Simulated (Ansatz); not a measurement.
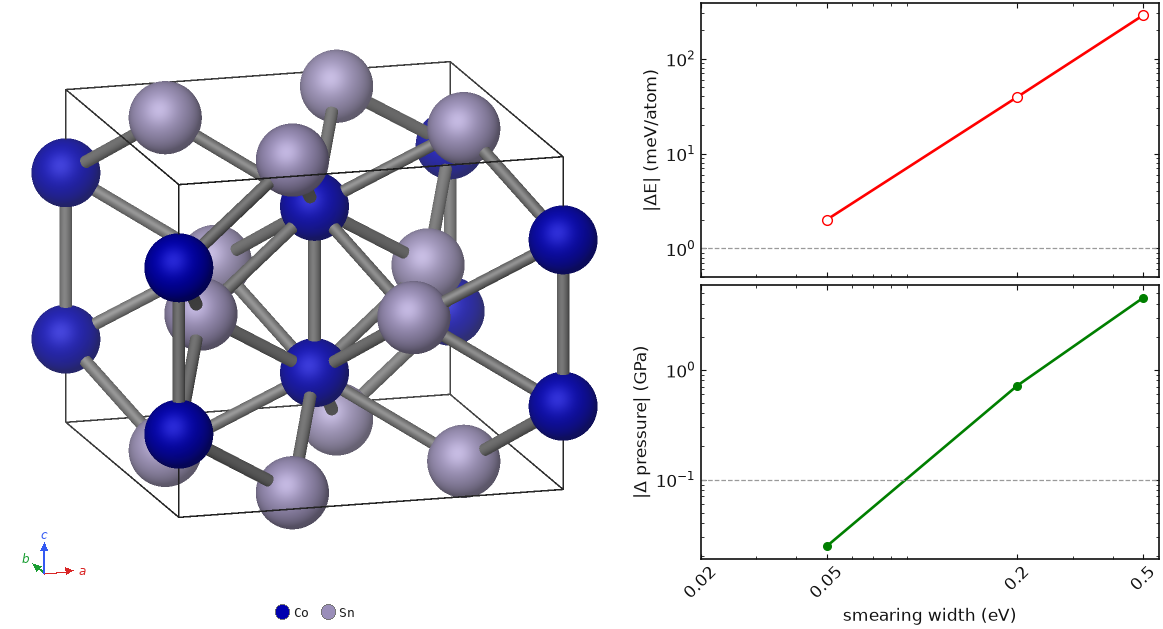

Beside the plot: the structure in its conventional cell.

Convergence test: the smearing width is varied and all else is held.
CoSn2 (I4/mcm, 6 atoms in the cell); Ansatz 0.2.0, DFT PBEsol, scalar-relativistic, plane waves, PAW; cutoff 420 eV, 8×8×8 k-mesh, no spin polarisation, Fermi–Dirac smearing.
ΔE is the free energy less its value at the smallest setting, 0.02 eV.
Dashed lines or grey bands mark the tolerance: 1 meV/atom and 0.1 GPa.
On logarithmic panels, open markers lie below the reference value and filled ones above.
The atoms sit off their equilibrium sites.

Q: From which setting is the free energy converged to 1 meV/atom?

A: The free energy at the last setting but one, 0.05 eV, is still more than 1 meV/atom from the smallest setting's value, so the scan doesn't show it converged. It is off by 290 meV/atom at 0.5 eV, 39 meV/atom at 0.2 eV and 2 meV/atom at 0.05 eV (always below it). The free energy falls with the width because it holds the −TS term of the fractional occupations.

Q: And the pressure, to 0.1 GPa?

A: The pressure is within 0.1 GPa of the smallest setting's value from 0.05 eV down. It is off by 4.5 GPa at 0.5 eV and 0.72 GPa at 0.2 eV (always above it).
